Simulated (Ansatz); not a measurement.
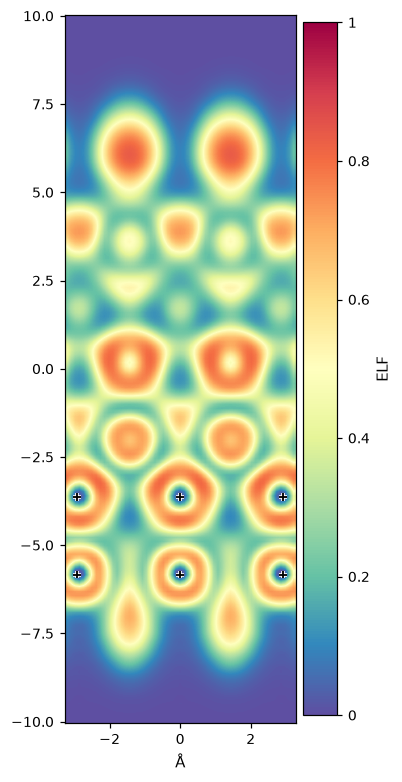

The electron localisation function on a plane through atoms (crosses mark nuclei in the plane).

All numbers below come from DFT PBE, scalar-relativistic, plane waves, PAW in Ansatz 0.2.0.

Candidates:
A. WC (slab), a = 2.92 Å, b = 4.08 Å, c = 26.66 Å, α = 90.00°, β = 90.00°, γ = 110.98°. Not relaxed (largest force 1.8 eV/Å).
B. CoSi, a = 4.43 Å, b = 4.43 Å, c = 4.43 Å, α = 90.00°, β = 90.00°, γ = 90.00°. Space group P2₁3; computed without spin polarisation.
C. PbSe (slab), a = 4.40 Å, b = 4.40 Å, c = 27.44 Å, α = 90.00°, β = 90.00°, γ = 90.00°. Not relaxed (largest force 0.4 eV/Å).

> Which candidate gave the map?

Candidate A: WC on the (010) plane of the calculation cell, a cut from vacuum to vacuum, which holds W and C. W–C (2.21 Å): the ELF peaks at about 0.80 in the valence shell of C, 0.7 Å from its nucleus, and is about 0.35 at the midpoint. W–W (2.92 Å): the ELF is about 0.40 at the midpoint.
